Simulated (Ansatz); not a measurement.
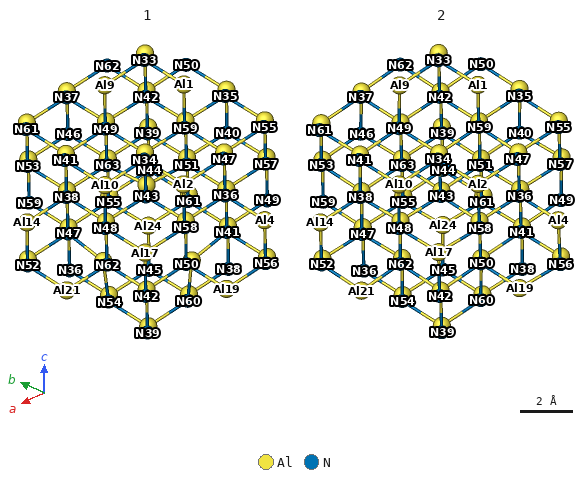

Two geometries of a defect cell of composition Al$_{32}$N$_{31}$ (cell charge +2), drawn at one scale. One is the start of a relaxation, the other its converged end. A ball-and-stick model of the atoms within 5.8 Å of the atom that moves most (axes of the cell of the calculation (origin shifted)), seen from a free direction.

Level of theory: DFT, PBEsol, PAW, plane waves in Ansatz 0.2.0. Settings: plane-wave cutoff 420 eV; k-point mesh 1 × 1 × 1; mesh shifted by (0.25, 0.25, 0.25); collinear spin; atoms relaxed in a fixed cell; force threshold 0.03 eV/Å; at most 80 steps.

Which one is relaxed?

Structure 1 is the relaxed one. The largest move is that of an Al atom, 0.24 Å along [−2 3 3]. By element the largest moves are Al 0.24 Å, N 0.06 Å. The cell doesn't change. Some distances before and after: Al–N 1.940 → 1.841 Å, Al–N 1.979 → 1.901 Å, Al–N 1.913 → 1.839 Å, Al–N 1.958 → 1.889 Å. Bond angles that change, for instance: Al–N–Al 110.7° → 102.8°, N–Al–N 107.4° → 115.1°, N–Al–N 107.6° → 115.3°. Over 5 geometry steps the energy falls by 1.874 eV per cell of the calculation. Largest force component: 1.8 eV/Å at the start, 0.013 eV/Å at the end. The run took 4.8 s on 1 × NVIDIA GB200 with 8 threads of Arm Neoverse-V2, peak memory 1.7 GiB.

Limits of the set-up: the cell is charged, on a uniform background, and energies carry no finite-size correction.
